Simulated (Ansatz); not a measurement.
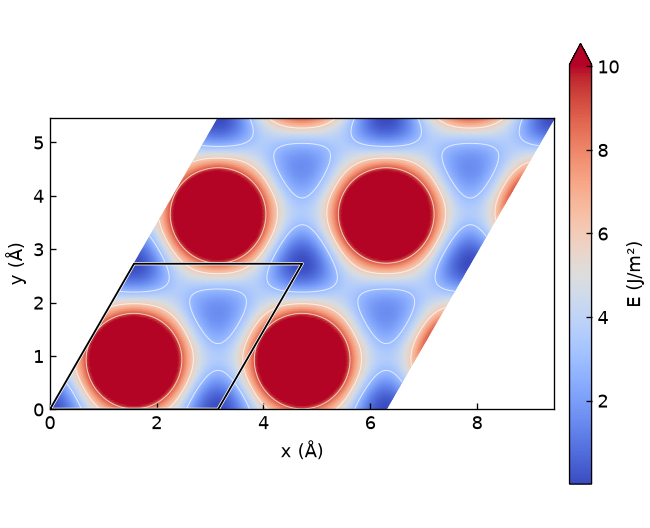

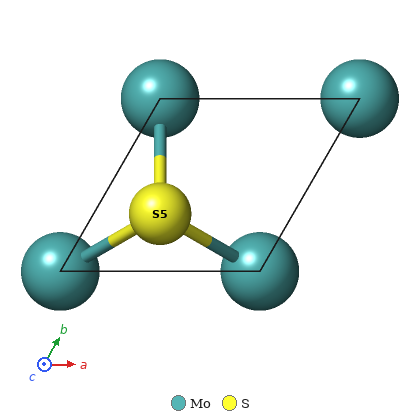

Energy landscape of MoS2 (P-6m2, No. 187; 6 atoms in the cell). Gamma surface: rigid slide across a plane, one fault a cell; the plane is (0 0 1) of the conventional cell, and the faces at the cut hold S and Mo. Places are given modulo a cell vector. The map is drawn in real space over the plane of the slide. Nothing is relaxed (rigid halves, spacing across the cut fixed). The grid has 12 × 12 points; 31 points were computed and 113 follow by symmetry. Energies: J/m², counted from the lowest grid point. The band gap closes in part of the range. All numbers below come from DFT PBE+D3(BJ), scalar-relativistic, plane waves, PAW (Ansatz 0.2.0). Settings: cutoff 420 eV, k-mesh 10×10×2 in the order of the run's cell vectors, gaussian smearing 0.05 eV, no spin polarisation.

Drawn: a smooth colour map with a few white contour lines, the outline of one cell of the 2 × 2 shown, one colour for all values above the top of the scale. Between grid points the surface is interpolated. The second picture is the structure at the lowest point

**Where are the wells?**

The lowest grid point is at (0/12, 0/12) of the cell vectors. There is a further well near (8/12, 8/12) of the cell vectors (1.5 J/m² above the lowest at that grid point). These are metastable stacking faults of the rigid slide. The highest grid point, (4/12, 4/12) of the cell vectors, lies 22.0 J/m² above the lowest. On the interpolated surface the easiest way out of the lowest well to the well at (8/12, 8/12) of the cell vectors passes a barrier of about 3.6 J/m².

Grid values (J/m²):

```
slide along a2 ↓, slide along a1 →  0/12  1/12  2/12  3/12  4/12  5/12  6/12  7/12  8/12  9/12  10/12  11/12
                             11/12   0.6   0.6   1.5   3.0   4.3   5.1   5.4   5.4   5.1   4.3    3.0    1.5
                             10/12   2.4   2.2   2.4   3.0   3.6   3.5   3.2   3.1   3.2   3.5    3.6    3.0
                              9/12   4.7   5.0   5.0   4.7   4.3   3.5   2.5   2.0   2.0   2.5    3.5    4.3
                              8/12   6.7   8.1   8.7   8.1   6.7   5.1   3.2   2.0   1.5   2.0    3.2    5.1
                              7/12   8.3  10.9  12.6  12.6  10.9   8.3   5.4   3.1   2.0   2.0    3.1    5.4
                              6/12   8.8  12.6  15.9  17.2  15.9  12.6   8.8   5.4   3.2   2.5    3.2    5.4
                              5/12   8.3  12.6  17.2  20.2  20.2  17.2  12.6   8.3   5.1   3.5    3.5    5.1
                              4/12   6.7  10.9  15.9  20.2  22.0  20.2  15.9  10.9   6.7   4.3    3.6    4.3
                              3/12   4.7   8.1  12.6  17.2  20.2  20.2  17.2  12.6   8.1   4.7    3.0    3.0
                              2/12   2.4   5.0   8.7  12.6  15.9  17.2  15.9  12.6   8.7   5.0    2.4    1.5
                              1/12   0.6   2.2   5.0   8.1  10.9  12.6  12.6  10.9   8.1   5.0    2.2    0.6
                              0/12   0.0   0.6   2.4   4.7   6.7   8.3   8.8   8.3   6.7   4.7    2.4    0.6
```

The input of one point:

```yaml
crystal:
  lattice:
    - [-3.1494847632, 0.0, 0.0]
    - [-1.5747423816, -2.7275338138, 0.0]
    - [0.0, 0.0, 13.290063803]
  atoms:
    - { symbol: Mo, position: [0.0, 0.0, 0.5] }
    - { symbol: Mo, position: [0.0, 0.0, 0.0] }
    - { symbol: S, position: [0.3333333333, 0.3333333333, 0.1178943076] }
    - { symbol: S, position: [0.3333333333, 0.3333333333, 0.6178943076] }
    - { symbol: S, position: [0.3333333333, 0.3333333333, 0.3821056924] }
    - { symbol: S, position: [0.3333333333, 0.3333333333, 0.8821056924] }
basis:
  ecutwfc: 420
kpoints:
  mp_grid: { grid: [10, 10, 2] }
hamiltonian:
  xc: pbe
  pseudopotentials: { kind: paw, azcp: { folder: soft_1 } }
  dispersion: d3bj
scf:
  occupations: { method: gaussian, width: 0.05 }
output:
  forces: true
  stress: true
  eigenvalues: true
  write_density: true
  write_potential: true
  elf: true
  volumetric_format: npy
```

The whole map (31 points run) took 10 min on 2 threads of Arm Neoverse V1, with other jobs on the host.
